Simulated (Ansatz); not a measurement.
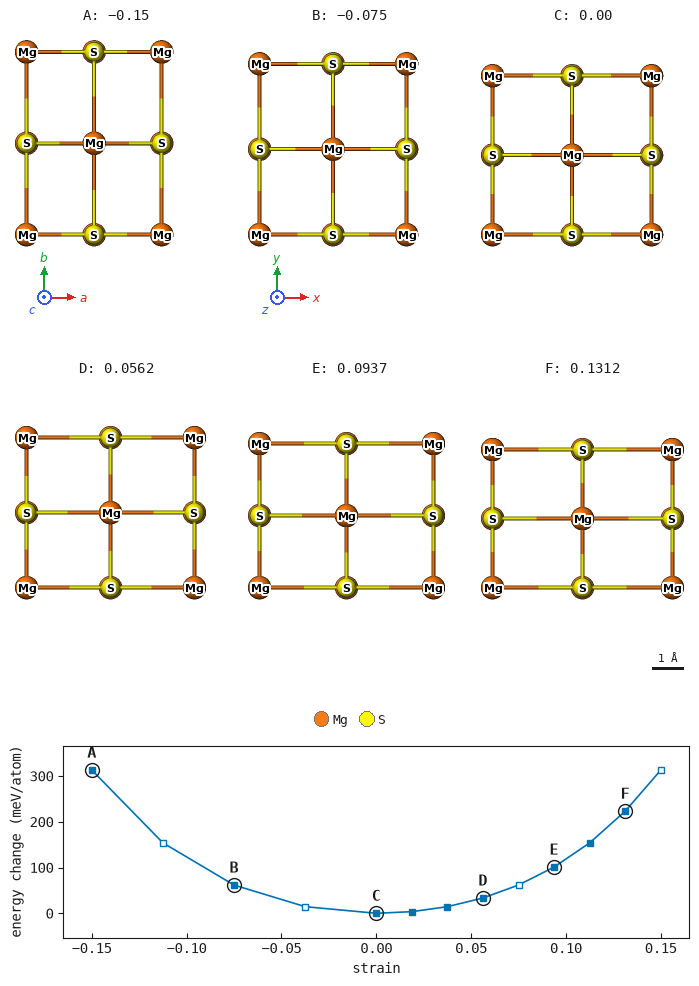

A scan of crystalline MgS (Fm-3m): the cell is strained along x and oppositely along y, with the atoms kept at their fractional coordinates. x, y and z are the Cartesian axes of the input. The lettered frames are marked on the plot. Hollow markers are points alike by symmetry, not computed again. A ball-and-stick model of the conventional cell (4 times the calculation's cell), seen along the c axis. Lengths and directions refer to the drawn axes.

Level of theory: Ansatz 0.2.0, DFT LDA, scalar-relativistic, plane waves, PAW. Set-up: plane-wave cutoff 420 eV; k-point mesh 8 × 8 × 8; occupations gaussian; smearing width 0.05 eV; no spin polarisation. Energies (free energies at the smearing named) are counted from the cell as listed in its source, which wasn't relaxed.

> Describe the profile.

Of the computed points the lowest is at the strain 0.00, 0 meV/atom. The unrelaxed reference is under a pressure of −3.3 GPa. The distortion takes the space group from Fm-3m to Fmmm. At the strain −0.15 the cell of the drawing goes a 5.203 → 4.423 Å, b 5.203 → 5.984 Å.

The computed points:

```
 strain  energy change (meV/atom)
−0.1500                       313
−0.1125                       154
−0.0750                        62
−0.0375                        14
 0.0000                         0
 0.0187                         4
 0.0375                        14
 0.0562                        33
 0.0750                        62
 0.0937                       101
 0.1125                       154
 0.1312                       223
 0.1500                       313
```

Points that are alike by symmetry were computed once.
